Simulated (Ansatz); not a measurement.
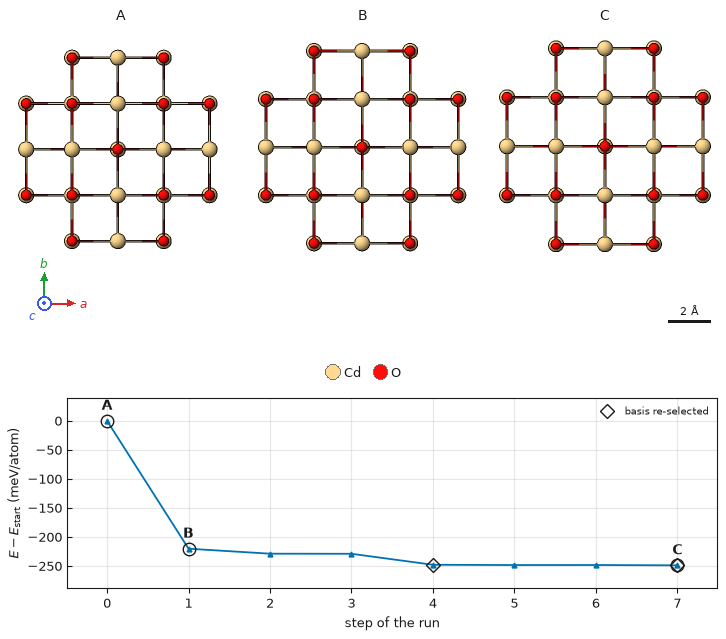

Frames of a relaxation of a crystal of CdO (a generated structure, set up in Fm-3m), marked on the history of the run. The picture is a ball-and-stick view of the conventional cell (4 times the calculation's cell), seen along the c axis. Lengths and directions refer to the drawn axes.

Case: cell and atoms relaxed from a first guess.

Method: DFT, PBE, PAW with Ansatz's default frozen-core files, scalar-relativistic in Ansatz 0.2.0.

The input:
```yaml
crystal:
  lattice:
    - [0.0, 2.2322827293, 2.2322827293]
    - [2.2322827293, 0.0, 2.2322827293]
    - [2.2322827293, 2.2322827293, 0.0]
  atoms:
    - { symbol: Cd, position: [0.0, 0.0, 0.0] }
    - { symbol: O, position: [0.5, 0.5, 0.5] }
kpoints:
  mp_grid: { grid: [16, 16, 16] }
scf:
  occupations: { method: fermi_dirac, width: 0.08 }
hamiltonian:
  xc: pbe
  pseudopotentials: { kind: paw }
output:
  forces: true
  stress: true
relax:
  f_tol: 0.005
  max_steps: 80
  cell: {}
```

Run as
```bash
ansatz run input.yaml --threads 1 --pin off --max-ram 2048MiB --backend cpu --events-out ev --progress --plain --runs-dir out
```

Question: What happens along the run?

Answer: The energy falls by 249 meV per atom in 5 accepted moves (7 points after the start). All forces vanish by symmetry, so only the cell relaxes. The pressure goes from 39.70 to 0.01 GPa. At 2 points the geometry stayed and the basis and grid were re-selected for the new cell (energy shift of 18.9 meV per atom at most each time). The atoms keep their places relative to the cell (all moves are under 0.005 Å). Cell: a = b = c 4.465 → 4.768 Å (+6.8 %). Volume +21.8 %. Some distances before and after: Cd1–O2 2.232 → 2.384 Å. The space group stays Fm-3m (No. 225). Cost: 22 s on 1 thread of Intel(R) Xeon(R) Platinum 8259CL CPU @ 2.50GHz (Skylake/Cascade Lake), on a shared host, peak memory 0.5 GiB. From step 0 to 1: volume +15.3 %, energy −220 meV per atom. From step 1 to 7: volume +5.6 %, energy −28.7 meV per atom.
